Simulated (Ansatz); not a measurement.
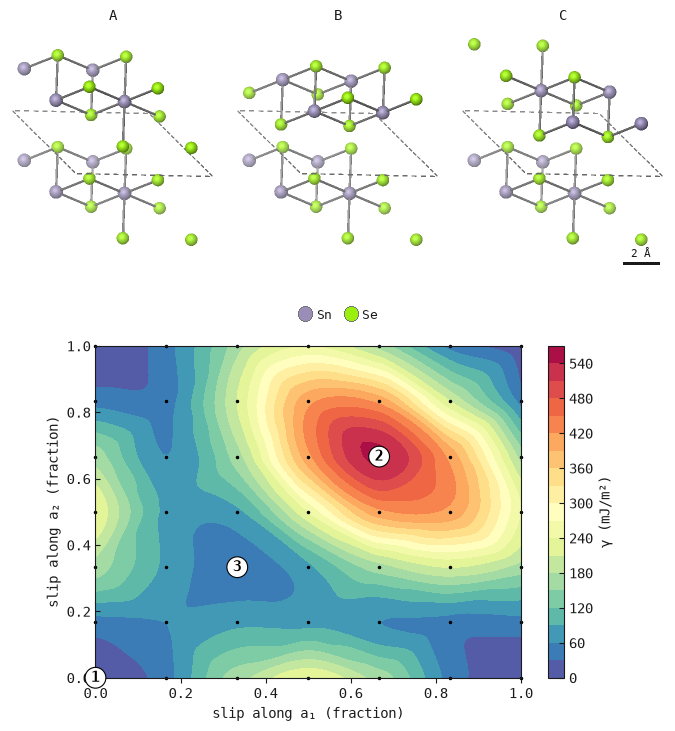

A scan of crystalline SnSe₂ (P-3m1): the crystal above a cut along the (0 0 1) plane of the conventional cell (between a plane of Se below and one of Se above, 2.82 Å apart) is slid rigidly over the whole in-plane cell (a gamma surface). One cut stands in each cell, which starts 12.0 Å high; nothing is relaxed, and the dashed outline marks the cut. The map is interpolated between the computed points (dots). The frames are shuffled; each belongs to one numbered point. The picture is a ball-and-stick view of the layers on both sides of the cut, seen obliquely from above.

Computed with DFT PBE+D3(BJ), scalar-relativistic, plane waves, PAW in Ansatz. Set-up: plane-wave cutoff 420 eV; k-point mesh 10 × 10 × 3; occupations gaussian; smearing width 0.03 eV; no spin polarisation. Energies (free energies at the smearing named) are counted from the relaxed crystal.

**Which frame belongs to which numbered point?**

Point 1 is frame A, at (0.000, 0.000) and 0 mJ/m²; 2 is frame C, at (0.667, 0.667) and 547 mJ/m²; 3 is frame B, at (0.333, 0.333) and 43 mJ/m². The corners are the perfect crystal. The highest computed fault energy is 547 mJ/m² at (0.67, 0.67), and the lowest away from the corners 43 mJ/m² at (0.33, 0.33). Relaxation across the fault would lower these values. The band gap on the mesh, 0.39 eV in the reference, closes at 3 of the 10 computed points.
